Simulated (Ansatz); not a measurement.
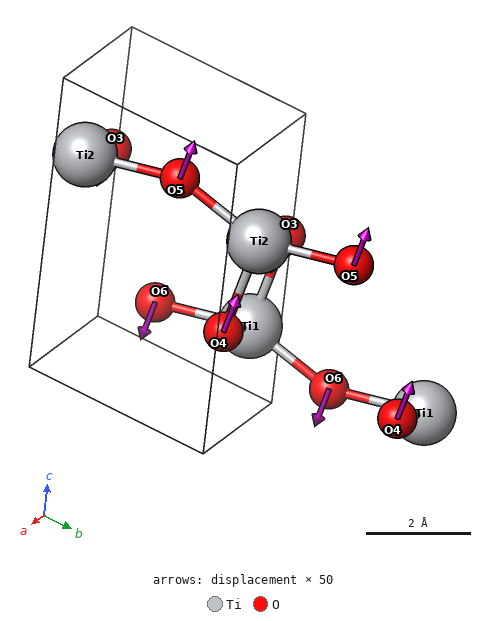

A relaxation of solid TiO₂ (set up in I4_1/amd). The starting structure is drawn; purple arrows show the displacements (the part carried along by the change of the cell is left out), magnified 50 times.

The picture is a ball-and-stick view of the cell of the calculation, repeated 1 × 2 × 1 with one cell outlined, seen slightly off an axis.

Case: volume × 1.06, shape and atoms relaxed.

Theory: Ansatz 0.2.0, DFT r2SCAN, scalar-relativistic, plane waves, PAW. Settings: plane-wave cutoff 500 eV; k-point mesh 8 × 8 × 6; occupations gaussian; smearing width 0.02 eV; no spin polarisation; cell relaxed at fixed volume; force threshold 0.01 eV/Å; at most 30 steps.

Which element moves most?

Oxygen: up to 0.017 Å, against 0.000 Å for titanium.

What happened in the run?

The largest moves relative to the cell, 0.017 Å, are those of O3, O4, O5 and O6. O4 goes along [1 1 2]. Ti stays in place. The drawn cell changes at constant volume: a = b 3.836 → 3.824 Å (−0.3 %), c 5.624 → 5.646 Å (+0.4 %), α 109.9° → 109.8°, β 109.9° → 109.8°. Some distances before and after: Ti1–Ti2 3.122 → 3.130 Å, Ti1–O3 2.022 → 2.017 Å. The space group stays I4_1/amd (No. 141). After 2 accepted moves (3 points after the start) the energy has fallen by 0.8 meV per atom. The largest force component goes from 0.15 to 0.0069 eV/Å. Pressure: −10.86 GPa at the start and −10.17 GPa at the end. At 1 point the geometry stayed and the basis and grid were re-selected for the new cell (energy shift of less than 0.05 meV per atom at most each time).
